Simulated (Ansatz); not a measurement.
## From C to Sn

System: C (C2/m, 2 atoms in the cell).
Method of run A: DFT PBE+D3(BJ), scalar-relativistic, plane waves, PAW, no spin polarisation (Ansatz 0.2.0).
System of run B: Sn (2 atoms in the cell).

On run A: The structure derives from a Materials Project entry. On run B: The structure was made by swapping elements on the sites of another compound; it need not be a known phase. It belongs to a series of runs on one base structure; here: C -> Sn on all its sites, cell and atoms relaxed. Text and figures count atoms from 1; the logs count them from 0 in places.

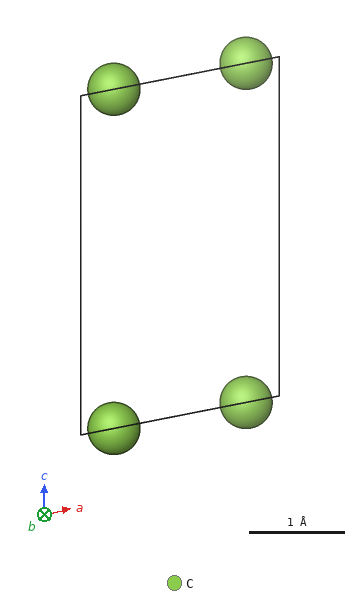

The structure as given in the input (ball-and-stick view of the reduced cell, along the b axis; atoms are numbered from 1 in the order of the input).

## The input, run A
```yaml
crystal:
  lattice:
    - [2.1273203072, -1.22828244, 0.0]
    - [2.1273203072, 1.22828244, 0.0]
    - [-1.3790696309, 0.0, 3.5028300786]
  atoms:
    - { symbol: C, position: [0.83335553, 0.83335553, 9.304e-05] }
    - { symbol: C, position: [0.16664447, 0.16664447, 0.99990696] }
basis:
  ecutwfc: 420
kpoints:
  mp_grid: { grid: [8, 8, 6] }
hamiltonian:
  xc: pbe
  dispersion: d3bj
scf:
  occupations: { method: gaussian, width: 0.1 }
output:
  forces: true
  stress: true
  eigenvalues: true
```

Command:
```bash
ansatz run input.yaml --threads 1 --pin off --max-ram 2560MiB --backend cpu --events-out ev --progress --plain --runs-dir out
```

Hardware: 1 thread of Intel Xeon (Granite Rapids), 64 GiB of memory available, shared host.

## Output, shortened to warnings, some set-up lines, iterations and results (run A)
```
Basis set: ecut = 420 eV, 359 PW (Γ), exchange–correlation on 36×36×54 points (8 copies of the dense FFT grid, shifted against one another)
Symmetry: 4 space group operations
k-points: 114 of 384
Initial density: superposition of atomic densities (neutral atoms: chi_scale 0, normalization atom), corrected by the library's trained network
[...]
SCF iter   1: F=—  HF=-502.166224 eV  |F-HF|=—  |Δ(HF+E_count)|=         —  Δρ=2.61e-3  dr2=1.39e-3  ethr=1.77e-3  ⟨swp⟩=3.9  Hψ=5931  notcnv=0
SCF iter   2: F=—  HF=-502.166399 eV  |F-HF|=—  |Δ(HF+E_count)|=   1.75e-4  Δρ=1.10e-3  dr2=1.42e-4  ethr=1.73e-5  ⟨swp⟩=2.0  Hψ=2146  notcnv=0
SCF iter   3: F=—  HF=-502.166490 eV  |F-HF|=—  |Δ(HF+E_count)|=   9.08e-5  Δρ=2.46e-4  dr2=2.49e-6  ethr=1.78e-6  ⟨swp⟩=2.4  Hψ=1366  notcnv=0
SCF iter   4: F=—  HF=-502.166492 eV  |F-HF|=—  |Δ(HF+E_count)|=   2.45e-6  Δρ=4.49e-5  dr2=1.59e-7  ethr=3.11e-8  ⟨swp⟩=2.1  Hψ=1325  notcnv=0
SCF iter   5: F=-502.166492 eV  HF=-502.166492 eV  |F-HF|=1.39e-9  |Δ(HF+E_count)|=   2.56e-7  Δρ=3.60e-6  dr2=7.63e-10  ethr=1.98e-9  ⟨swp⟩=2.1  Hψ=1338  notcnv=0
SCF iter   6: F=-502.166492 eV  HF=-502.166492 eV  |F-HF|=2.73e-12  |Δ(HF+E_count)|=   1.37e-9  Δρ=3.70e-7  dr2=1.35e-11  ethr=9.54e-12  ⟨swp⟩=1.5  Hψ=2843  notcnv=0
SCF 1 converged in 6 iterations: F = -502.166492 eV  dr2 = 1.35e-11
SCF converged after 6 iterations
Free energy (F): -502.166492 eV
Harris-Foulkes:  -502.166492 eV  (|F-HF|=2.73e-12)
Internal energy: -502.166492 eV  (E = F + TS)
E sigma→0 (E₀):  -502.166492 eV
Fermi energy:    6.660386 eV
--- Per-component energies (eV) ---
  E_band       = -20.649403
  E_kinetic    = 182.438043
  E_local      = -330.417682  (includes V_loc(G=0)·N_el)
  E_nonlocal   = 54.759174
  E_hartree    = 102.667952
  E_xc         = -96.171905
  E_vxc        = -119.081834  (∫ρ·V_xc dr)
  E_paw        = -198.750216  (= ΣΔE_a)
  E_vpaw       = -13.682972  (= ΣTr[D̂ρ^β])
  E_aug_tail   = 0.000016  (compensation charges beyond the density's cutoff)
  E_ewald      = -216.394690
  E_disp       = -0.297185  (pairwise vdW)
  E_smearing   = -0.000000  (= −TS)
  E_closure    = 0.000000  (closes the sum)
  Σ components = -502.166492   (vs F -502.166492, Δ=0.00e0)
--- Forces (eV/Å), atoms counted from 1 ---
  atom   1  C      0.00523660    -0.00000000    -0.00365160
  atom   2  C     -0.00523660     0.00000000     0.00365160
  max |Σ_I F_I| component: 4.34e-19 eV/Å
--- Stress (GPa, compression-positive) ---
        4.551930      -0.000000      -0.032792
       -0.000000       4.522220       0.000000
       -0.032792       0.000000      -1.079895
  P = ⅓ Tr σ = 2.6648 GPa (26.648 kbar)
```

For run B the input was changed thus:
```diff
-    - [2.1273203072, -1.22828244, 0.0]
-    - [2.1273203072, 1.22828244, 0.0]
-    - [-1.3790696309, 0.0, 3.5028300786]
+    - [3.1459352195, -1.8163160281, -0.0159038473]
+    - [3.1459352195, 1.8163160281, -0.0159038473]
+    - [-2.0655903025, 0.0, 4.9827912784]
-    - { symbol: C, position: [0.83335553, 0.83335553, 9.304e-05] }
-    - { symbol: C, position: [0.16664447, 0.16664447, 0.99990696] }
+    - { symbol: Sn, position: [0.833371533, 0.833371533, 0.0001140593] }
+    - { symbol: Sn, position: [0.166628467, 0.166628467, 0.9998859407] }
-  mp_grid: { grid: [8, 8, 6] }
+  mp_grid: { grid: [6, 6, 4] }
```

How does run B compare with run A?

The total energies belong to different systems, so their difference says nothing on which is more stable or more accurate. The gap of 1.65 eV on the mesh closes. The pressure goes from 2.66 to 100.11 GPa. The volume per atom goes from 9.15 to 28.41 Å³. The number of SCF iterations is the same. The irreducible k-points go from 114 to 47. The plane waves at Γ go from 359 to 1097.

## Output, shortened to warnings, some set-up lines, iterations and results (run B)
```
Basis set: ecut = 420 eV, 1097 PW (Γ), exchange–correlation on 50×50×80 points (8 copies of the dense FFT grid, shifted against one another)
Symmetry: 4 space group operations
k-points: 47 of 144
Initial density: superposition of atomic densities (neutral atoms: chi_scale 0, normalization atom), corrected by the library's trained network
[...]
SCF iter   1: F=—  HF=-12037.078335 eV  |F-HF|=—  |Δ(HF+E_count)|=         —  Δρ=2.67e-3  dr2=3.66e-3  ethr=1.77e-3  ⟨swp⟩=7.8  Hψ=5336  notcnv=0
SCF iter   2: F=—  HF=-12037.080293 eV  |F-HF|=—  |Δ(HF+E_count)|=   1.96e-3  Δρ=1.30e-3  dr2=5.53e-4  ethr=1.31e-5  ⟨swp⟩=2.3  Hψ=1610  notcnv=0
SCF iter   3: F=—  HF=-12037.081262 eV  |F-HF|=—  |Δ(HF+E_count)|=   9.69e-4  Δρ=3.05e-4  dr2=3.65e-5  ethr=1.98e-6  ⟨swp⟩=2.0  Hψ=1029  notcnv=0
SCF iter   4: F=—  HF=-12037.081336 eV  |F-HF|=—  |Δ(HF+E_count)|=   7.33e-5  Δρ=4.78e-5  dr2=7.68e-7  ethr=1.30e-7  ⟨swp⟩=2.0  Hψ=1407  notcnv=0
SCF iter   5: F=-12037.081336 eV  HF=-12037.081336 eV  |F-HF|=2.61e-8  |Δ(HF+E_count)|=   5.41e-7  Δρ=7.72e-6  dr2=2.09e-8  ethr=2.74e-9  ⟨swp⟩=2.0  Hψ=1414  notcnv=0
SCF iter   6: F=-12037.081336 eV  HF=-12037.081336 eV  |F-HF|=5.24e-10  |Δ(HF+E_count)|=   3.28e-8  Δρ=1.03e-6  dr2=5.29e-10  ethr=7.48e-11  ⟨swp⟩=3.6  Hψ=3637  notcnv=0
SCF 1 converged in 6 iterations: F = -12037.081336 eV  dr2 = 5.29e-10
SCF converged after 6 iterations
Free energy (F): -12037.081336 eV
Harris-Foulkes:  -12037.081336 eV  (|F-HF|=5.24e-10)
Internal energy: -12037.081112 eV  (E = F + TS)
E sigma→0 (E₀):  -12037.081224 eV
Entropy (-TS):   -0.000225 eV (-0.112 meV/atom)
Fermi energy:    10.421380 eV
--- Per-component energies (eV) ---
  E_band       = -228.692625
  E_kinetic    = 403.612488
  E_local      = -3204.589414  (includes V_loc(G=0)·N_el)
  E_nonlocal   = -60.593163
  E_hartree    = 1776.772044
  E_xc         = -776.059121
  E_vxc        = -206.577066  (∫ρ·V_xc dr)
  E_paw        = -8275.492370  (= ΣΔE_a)
  E_vpaw       = -714.090396  (= ΣTr[D̂ρ^β])
  E_aug_tail   = -0.000001  (compensation charges beyond the density's cutoff)
  E_ewald      = -1900.023136
  E_disp       = -0.708440  (pairwise vdW)
  E_smearing   = -0.000225  (= −TS)
  E_closure    = 0.000000  (closes the sum)
  Σ components = -12037.081336   (vs F -12037.081336, Δ=0.00e0)
--- Forces (eV/Å), atoms counted from 1 ---
  atom   1  Sn     0.00063598    -0.00000000     0.01522383
  atom   2  Sn    -0.00063598     0.00000000    -0.01522383
  max |Σ_I F_I| component: 1.73e-18 eV/Å
--- Stress (GPa, compression-positive) ---
      151.478462      -0.000000      -0.777761
       -0.000000     151.487045      -0.000000
       -0.777761      -0.000000      -2.645866
  P = ⅓ Tr σ = 100.1065 GPa (1001.065 kbar)
```

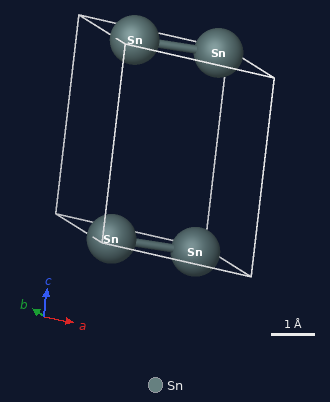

The input structure of run B (ball-and-stick view of the reduced cell, seen slightly off an axis).

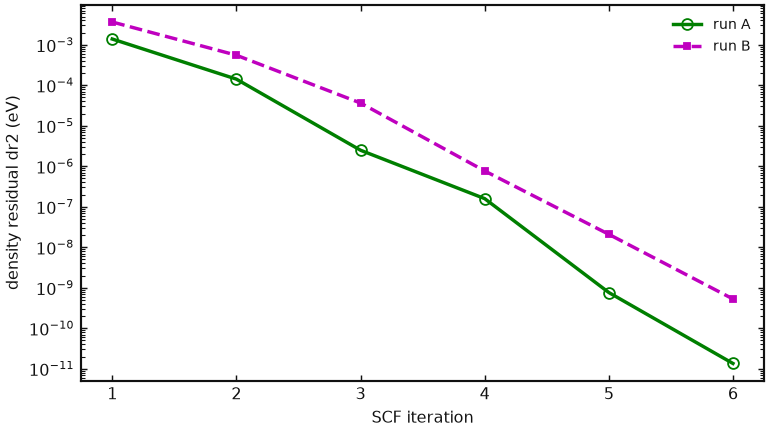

Convergence of the two runs: density residual dr2 against the SCF iteration. Run A takes 6 iterations in all, and run B takes 6.

## The two runs side by side

| quantity | run A | run B |
| --- | --- | --- |
| outcome | converged | converged |
| free energy per atom (eV) | −251.0832 | −6018.5407 |
| gap on the mesh (eV) | 1.65 | 0.00 |
| pressure (GPa) | 2.66 | 100.11 |
| volume per atom (Å³) | 9.15 | 28.41 |
| largest force (eV/Å) | 0.006 | 0.015 |
| SCF iterations | 6 | 6 |
| irreducible k-points | 114 | 47 |
| plane waves at Γ | 359 | 1097 |
| wall time (shared host) | 0.64 s | 1.4 s |
